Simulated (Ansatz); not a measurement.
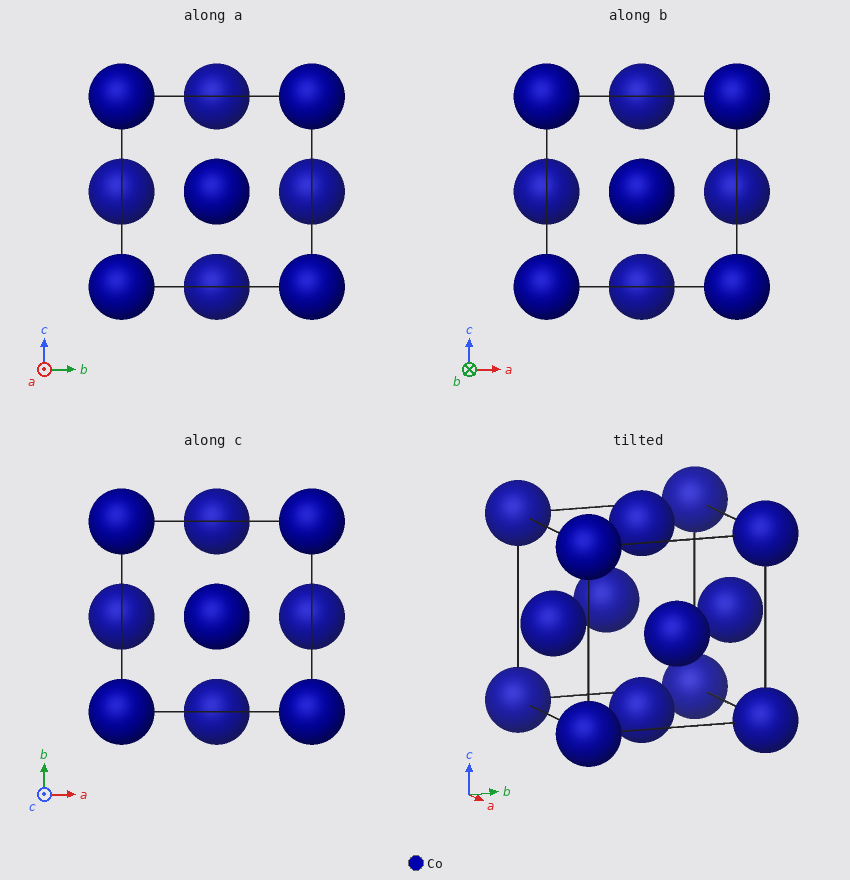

The image is a spheres-only drawing of a crystal, viewed along the a axis, along the b axis, along the c axis and slightly off an axis. Lines trace the edges of the conventional unit cell.

Lattice parameters: a = 3.5723 Å, b = 3.5723 Å, c = 3.5723 Å, α = 90.000°, β = 90.000°, γ = 90.000°.

Q: Record the structure as a CIF in P1 with every atom of the cell.

A:
```cif
data_structure
_symmetry_space_group_name_H-M 'P 1'
_symmetry_Int_Tables_number 1
_cell_length_a 3.5723
_cell_length_b 3.5723
_cell_length_c 3.5723
_cell_angle_alpha 90.000
_cell_angle_beta 90.000
_cell_angle_gamma 90.000
_cell_volume 45.59
loop_
_atom_site_label
_atom_site_type_symbol
_atom_site_fract_x
_atom_site_fract_y
_atom_site_fract_z
_atom_site_occupancy
Co1 Co 0.0000 0.0000 0.0000 1
Co2 Co 0.0000 0.5000 0.5000 1
Co3 Co 0.5000 0.0000 0.5000 1
Co4 Co 0.5000 0.5000 0.0000 1
```

The model was built from a structure type filled with this element by a generator (whether the element takes this form wasn't checked). Earlier steps of the study may have refined or changed the cell and positions. Ansatz was used for an electronic-structure calculation on it.
